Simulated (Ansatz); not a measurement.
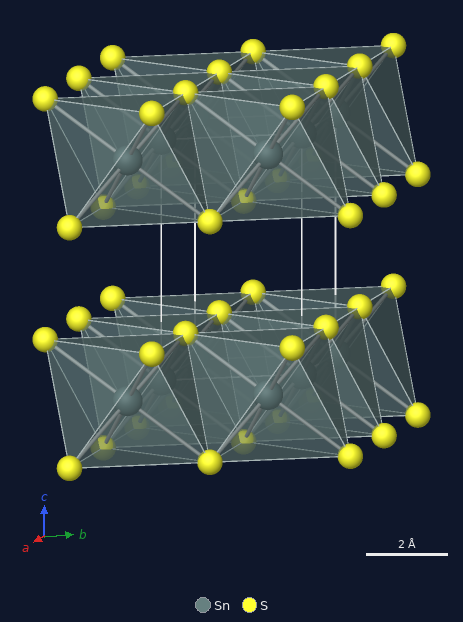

Figure 1. The input geometry (polyhedral view of the cell of the calculation, repeated 2 × 1 × 1, seen slightly off an axis; polyhedra are completed across the faces of the cell). An atom can appear more than once, as a periodic image.

# Geometry relaxation, with input and output: SnS2

SnS2 (3 atoms in the cell), computed with DFT PBEsol, scalar-relativistic, plane waves, PAW, no spin polarisation (Ansatz 0.2.0).

The structure derives from an entry of the Crystallography Open Database.

### Output
```
Engine: ansatz 0.2.0, aarch64-unknown-linux-gnu
Pseudopotentials: kind: paw
Pseudopotential: Sn, paw, valence charge 14, recommended cutoff 420 eV (normal), Sn.paw.azcp
Pseudopotential: S, paw, valence charge 6, recommended cutoff 420 eV (normal), S.paw.azcp
Functional definition: PBEsol
  exchange = pbesol_x
  correlation = pbesol_c
Crystal: 3 atoms, lattice volume = 69.956 Å³
Basis set: ecut = 420 eV, 1341 PW (Γ), exchange–correlation on 50×50×90 points (8 copies of the dense FFT grid, shifted against one another)
Bands: 17, of which v1, the nominal top of the filled ones, is band 13 counted from 1 (12 counted from 0)
Symmetry: 12 space group operations
Space group: P-3m1 (ITA 164), of the structure as read, at distance tolerance 4.1e-5 Å
k-points: 100 of 864
Non-local potential: Sn, projectors of the file, l = 0: 2, l = 1: 2, l = 2: 2, l = 3: 2
Non-local potential: S, projectors of the file, l = 0: 2, l = 1: 2, l = 2: 2
PAW form: soft (Blöchl's): semilocal exchange-correlation on the pseudo side does not see the compensation charge
PAW frozen core: Sn, regenerated for the run's functional, and the local potential with it (the file was generated under x = pbe(κ = 0.804, μ = 0.2195149727645171), c = pbe(β = 0.06672455060314922))
PAW frozen core: S, regenerated for the run's functional, and the local potential with it (the file was generated under x = pbe(κ = 0.804, μ = 0.2195149727645171), c = pbe(β = 0.06672455060314922))
PAW one-centre angular grid: Sn, 590 points (default); XC on 64 Gauss nodes
PAW one-centre angular grid: S, 110 points (default); XC on 64 Gauss nodes
Initial density: superposition of atomic densities (neutral atoms: chi_scale 0, normalization atom), corrected by the library's trained network
Initial wavefunctions: pseudopotential atomic-orbital guess
Functional: x = pbesol(κ = 0.804, μ = 0.12345679012345678), c = pbesol(β = 0.046)
SCF iter   1: F=—  HF=-7720.841258 eV  |F-HF|=—  |Δ(HF+E_count)|=         —  Δρ=4.71e-3  dr2=2.46e-2  ethr=1.77e-3  ⟨swp⟩=6.4  Hψ=10163  notcnv=0
preconditioner: auto → Resta (q_TF=auto, 2.313 Å⁻¹)  ε∞=3.0  [insulator: Δε(μ)=1.393 eV  Ē_g=15.958 eV  σ=0.020 eV  W_gap=1.00  n_scr=22 (ndim 8)  ℏωp=22.6 eV  f_vac=0.032  D(μ)=0.00/eV (n_scr^D=0)  ε∞_Penn≈3.0]
SCF iter   2: F=—  HF=-7720.833551 eV  |F-HF|=—  |Δ(HF+E_count)|=   7.71e-3  Δρ=1.76e-3  dr2=2.42e-3  ethr=9.45e-5  ⟨swp⟩=2.7  Hψ=3398  notcnv=0
SCF iter   3: F=—  HF=-7720.833017 eV  |F-HF|=—  |Δ(HF+E_count)|=   5.33e-4  Δρ=4.77e-4  dr2=1.40e-4  ethr=9.32e-6  ⟨swp⟩=2.1  Hψ=3406  notcnv=0
SCF iter   4: F=—  HF=-7720.833049 eV  |F-HF|=—  |Δ(HF+E_count)|=   3.12e-5  Δρ=1.83e-4  dr2=2.30e-5  ethr=5.39e-7  ⟨swp⟩=2.0  Hψ=2853  notcnv=0
SCF iter   5: F=—  HF=-7720.833084 eV  |F-HF|=—  |Δ(HF+E_count)|=   3.56e-5  Δρ=2.73e-5  dr2=5.46e-7  ethr=8.83e-8  ⟨swp⟩=2.0  Hψ=2203  notcnv=0
SCF iter   6: F=-7720.833085 eV  HF=-7720.833085 eV  |F-HF|=7.30e-8  |Δ(HF+E_count)|=   1.07e-6  Δρ=5.83e-6  dr2=2.67e-8  ethr=3.85e-10  ⟨swp⟩=6.0  Hψ=8508  notcnv=0
SCF 1 converged in 6 iterations: F = -7720.833085 eV  dr2 = 2.67e-8
  greatest PAW one-centre occupation: 0.994 electrons in one spin orbital (limit 2), on the Sn atom at site 0 (counted from 0), in its partial waves of l = 2
relax step   1: F+E_penalty+E_count = -7720.83308524 eV  Δ(F+E_penalty+E_count) = +0.000e0 eV  max|allowed force component| = 3.729e-4 eV/Å  Δτ_max = 0.0000 Å  P = +0.005 GPa  Ω = 69.956 Å³  (6 SCF iters, dr2 threshold 1.00e-7 eV, accepted)
Initial density: handed on by an earlier stage of this run
Initial wavefunctions: pseudopotential atomic-orbital guess (no wavefunctions were taken with the density)
iter 1 solved again at ethr=3.27e-7 eV; its pass at ethr=3.10e-3 eV (dr2=8.51e-5 eV) is discarded
SCF iter   1: F=—  HF=-7720.833065 eV  |F-HF|=—  |Δ(HF+E_count)|=         —  Δρ=5.82e-6  dr2=2.63e-8  ethr=3.27e-7  ⟨swp⟩=3.5  Hψ=14983  notcnv=0
eigensolver tolerance schedule: the retry pair's looser diagonalisation over-reported the residual by 3236.61 of it (diagonalisation noise at 0.52 of the residual, at the tolerance the schedule requests for it); recorded, not acted on — ethr = c·dr2/N_el stays at c = 1.0e-1
preconditioner: auto → Resta (q_TF=auto, 2.313 Å⁻¹)  ε∞=3.0  [insulator: Δε(μ)=1.436 eV  Ē_g=15.974 eV  σ=0.020 eV  W_gap=1.00  n_scr=22 (ndim 8)  ℏωp=22.6 eV  f_vac=0.029  D(μ)=0.00/eV (n_scr^D=0)  ε∞_Penn≈3.0]
SCF iter   2: F=—  HF=-7720.833085 eV  |F-HF|=—  |Δ(HF+E_count)|=   2.04e-5  Δρ=3.72e-6  dr2=1.20e-8  ethr=1.01e-10  ⟨swp⟩=2.6  Hψ=3003  notcnv=0
SCF iter   3: F=—  HF=-7720.833085 eV  |F-HF|=—  |Δ(HF+E_count)|=   4.21e-8  Δρ=1.51e-6  dr2=1.18e-9  ethr=4.62e-11  ⟨swp⟩=2.0  Hψ=3000  notcnv=0
SCF iter   4: F=—  HF=-7720.833085 eV  |F-HF|=—  |Δ(HF+E_count)|=  2.53e-10  Δρ=6.39e-7  dr2=2.45e-10  ethr=4.54e-12  ⟨swp⟩=2.4  Hψ=2692  notcnv=0
SCF iter   5: F=-7720.833085 eV  HF=-7720.833085 eV  |F-HF|=1.18e-11  |Δ(HF+E_count)|=  2.21e-10  Δρ=2.24e-7  dr2=2.84e-11  ethr=1.00e-12  ⟨swp⟩=4.9  Hψ=8769  notcnv=0
SCF 2 converged in 5 iterations: F = -7720.833085 eV  dr2 = 2.84e-11
relax step   2: F+E_penalty+E_count = -7720.83308525 eV  Δ(F+E_penalty+E_count) = -1.340e-8 eV  max|allowed force component| = 3.700e-4 eV/Å  Δτ_max = 0.0000 Å  P = +0.005 GPa  Ω = 69.956 Å³  stress off target by 2.19e-2 GPa  SCF on the basis re-selected at this cell (its energy is not comparable with the rows above)  (5 SCF iters)
```

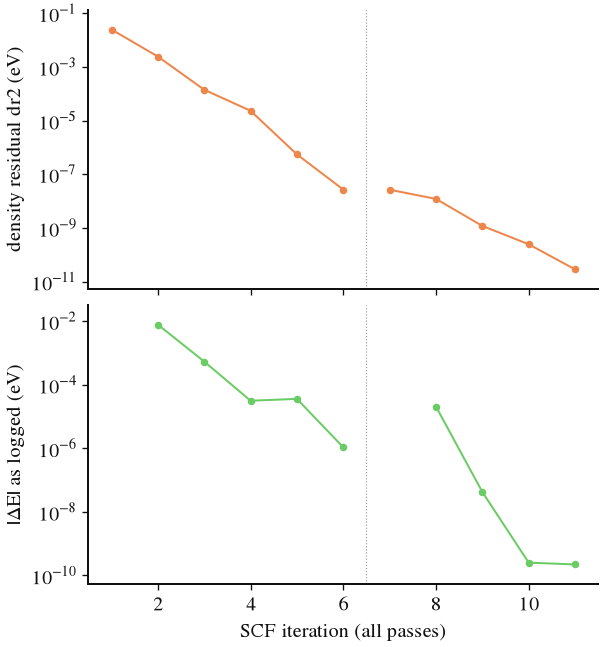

Figure 2. Convergence of the self-consistent field: density residual dr2 and size of the energy change against the SCF iteration. The dotted lines part the SCF passes of the relaxation: geometry steps, rejected trials and re-solves on a re-selected basis. The passes take 6 and 5 iterations.

```
basis re-selected at this cell: Δ(F+E_penalty+E_count) = -1.340e-8 eV, ΔP = +0.000 GPa vs the last step (what re-selecting the basis moved, of the pressure what is left beyond the Pulay correction that the steps carried, after the strain that the cell walked since its last selection, with what the two solves' SCF thresholds leave and, on support functions, any second-order correction that the steps lacked; it is no measure of the basis error at this ecutwfc). This SCF's stress stands 2.19e-2 GPa from its target on what of the cell is left free (relax.cell.stress_tol is 5.00e-2 GPa) and its largest allowed force component is 3.70e-4 eV/Å (relax.f_tol is 5.00e-3 eV/Å): within both
SCF converged after 5 iterations
Free energy (F): -7720.833085 eV
Harris-Foulkes:  -7720.833085 eV  (|F-HF|=1.18e-11)
Internal energy: -7720.833085 eV  (E = F + TS)
E sigma→0 (E₀):  -7720.833085 eV
Fermi energy:    6.661609 eV
--- Per-component energies (eV) ---
  E_band       = -130.315138
  E_kinetic    = 400.451982
  E_local      = -1678.097447  (includes V_loc(G=0)·N_el)
  E_nonlocal   = 29.116446
  E_hartree    = 880.849573
  E_xc         = -569.338592
  E_vxc        = -269.352699  (∫ρ·V_xc dr)
  E_paw        = -5239.550353  (= ΣΔE_a)
  E_vpaw       = -374.132527  (= ΣTr[D̂ρ^β])
  E_aug_tail   = 0.000003  (compensation charges beyond the density's cutoff)
  E_ewald      = -1544.673435
  E_core_change = 0.408738  (= ΣΔE_core)
  E_smearing   = -0.000000  (= −TS)
  E_closure    = -0.000000  (closes the sum)
  Σ components = -7720.833085   (vs F -7720.833085, Δ=0.00e0)
--- Forces (eV/Å), atoms counted from 1 ---
  atom   1  Sn     0.00000000    -0.00000000     0.00000000
  atom   2  S      0.00000000     0.00000000     0.00037004
  atom   3  S      0.00000000    -0.00000000    -0.00037004
  max |Σ_I F_I| component: 6.56e-31 eV/Å
--- Stress (GPa, compression-positive) ---
       -0.003697       0.000000       0.000000
        0.000000      -0.003697       0.000000
        0.000000       0.000000       0.021901
  P = ⅓ Tr σ = 0.0048 GPa (0.048 kbar)
--- Band table (eV; the first three rows and the last of 100) ---
  k-point 0: bands = ["-14.8166", "-14.8166", "-14.7707", "-14.7437", "-14.7437", "-7.7218", "-5.7122", "0.4805", "5.4149", "5.4149", "5.7296", "5.7296", "5.9075", "7.8984", "9.5872", "11.3697", "11.3697"]
  k-point 1: bands = ["-14.8166", "-14.8166", "-14.7707", "-14.7437", "-14.7437", "-7.6935", "-5.7799", "0.6642", "5.3966", "5.3966", "5.4279", "5.7569", "5.7569", "8.2595", "9.6028", "11.3198", "11.3198"]
  k-point 2: bands = ["-14.8166", "-14.8166", "-14.7706", "-14.7438", "-14.7438", "-7.6317", "-5.9170", "1.0915", "4.6224", "5.3664", "5.3664", "5.8053", "5.8053", "8.7687", "9.6304", "11.2236", "11.2236"]
  k-point 99: bands = ["-14.8394", "-14.8394", "-14.7440", "-14.7440", "-14.7179", "-5.2208", "-5.2208", "-1.1038", "2.0266", "2.0266", "2.5032", "5.6109", "5.6109", "8.9598", "11.3470", "11.3470", "13.0901"]
--- Relaxed structure (1 steps of the walk, 1 accepted, 1 SCFs on fresh bases) ---
  F+E_penalty+E_count = -7720.83308525 eV   max|allowed force component| = 3.700e-4 eV/Å   (the final SCF, on the basis selected at the relaxed cell)
  cell:  # Å, volume = 69.9559 Å³
    - [3.651314305089536, -2.8867552530092955e-11, 0.0]
    - [-1.825657152519768, 3.162130945423496, 0.0]
    - [0.0, 0.0, 6.0589189161]
  atoms:
    - { symbol: Sn, position: [0.0, 0.0, 0.0] }
    - { symbol: S, position: [0.6666666666666667, 0.33333333333333337, 0.24324303890000004] }
    - { symbol: S, position: [0.33333333333333337, 0.6666666666666667, 0.7567569611] }
```

### Trajectory as extended XYZ (Å, eV, eV/Å), 2 frames, from step=1 to step=2
```
3
Lattice="3.6513 0.0000 0.0000 -1.8257 3.1621 0.0000 0.0000 0.0000 6.0589" Properties=species:S:1:pos:R:3:forces:R:3 step=1 energy=-7720.83309 pressure_GPa=0.00
Sn    0.0000    0.0000    0.0000    0.0000   0.0000   0.0000
S     1.8257    1.0540    1.4738    0.0000   0.0000   0.0004
S     0.0000    2.1081    4.5851    0.0000   0.0000  -0.0004
3
Lattice="3.6513 0.0000 0.0000 -1.8257 3.1621 0.0000 0.0000 0.0000 6.0589" Properties=species:S:1:pos:R:3:forces:R:3 step=2 energy=-7720.83309 pressure_GPa=0.00
Sn    0.0000    0.0000    0.0000    0.0000   0.0000   0.0000
S     1.8257    1.0540    1.4738    0.0000   0.0000   0.0004
S     0.0000    2.1081    4.5851    0.0000   0.0000  -0.0004
```

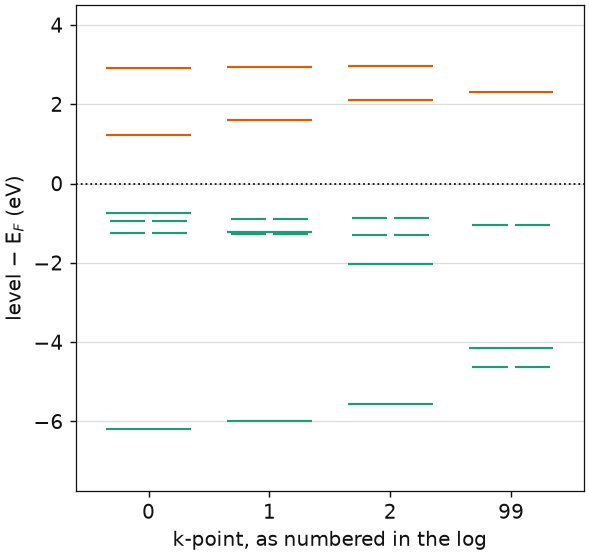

Figure 3. Kohn–Sham levels near the Fermi level (dotted) at the few k-points that the log prints; levels within 0.02 eV of each other stand side by side. Among these points the highest filled and lowest empty levels are 1.99 eV apart; the gap on the full mesh, 1.44 eV, has an edge at a point that isn't printed.

This output came from the following input.

### The input
```yaml
crystal:
  lattice:
    - [3.6513143051, 0.0, 0.0]
    - [-1.8256571525, 3.1621309454, 0.0]
    - [0.0, 0.0, 6.0589189161]
  atoms:
    - { symbol: Sn, position: [0.0, 0.0, 0.0] }
    - { symbol: S, position: [0.6666666667, 0.3333333333, 0.2432430389] }
    - { symbol: S, position: [0.3333333333, 0.6666666667, 0.7567569611] }
basis:
  ecutwfc: 420
kpoints:
  mp_grid: { grid: [12, 12, 6] }
hamiltonian:
  xc: pbesol
scf:
  occupations: { method: gaussian, width: 0.02 }
output:
  forces: true
  stress: true
  eigenvalues: true
relax:
  adjacent_minimum: "off"
  f_tol: 0.005
  max_steps: 80
  cell: { stress_tol: 0.05 }
```

Launched with:
```bash
ansatz run input.yaml --threads 2 --pin off --max-ram 5120MiB --backend cpu --events-out ev --progress --plain --runs-dir out
```

### Results in brief

| quantity | value |
| --- | --- |
| outcome | converged |
| space group (tolerance 0.01 Å) | P-3m1 (164) |
| electrons treated | 26 |
| free energy | −7720.8331 eV |
| Fermi energy | 6.662 eV |
| gap on the k-point mesh | 1.44 eV |
| pressure | 0.00 GPa |
| final volume | 69.96 Å³ |
| largest force (length of the vector) at the end | under 0.001 eV/Å |
| final cell | a = 3.651 Å, b = 3.651 Å, c = 6.059 Å, α = 90.00°, β = 90.00°, γ = 120.00° |
| hardware | 2 threads of Arm Neoverse V1, 24 GiB of memory available, shared host |
| wall time | 8.1 s (CPU time 16 s) |
| peak memory | 0.41 GiB |
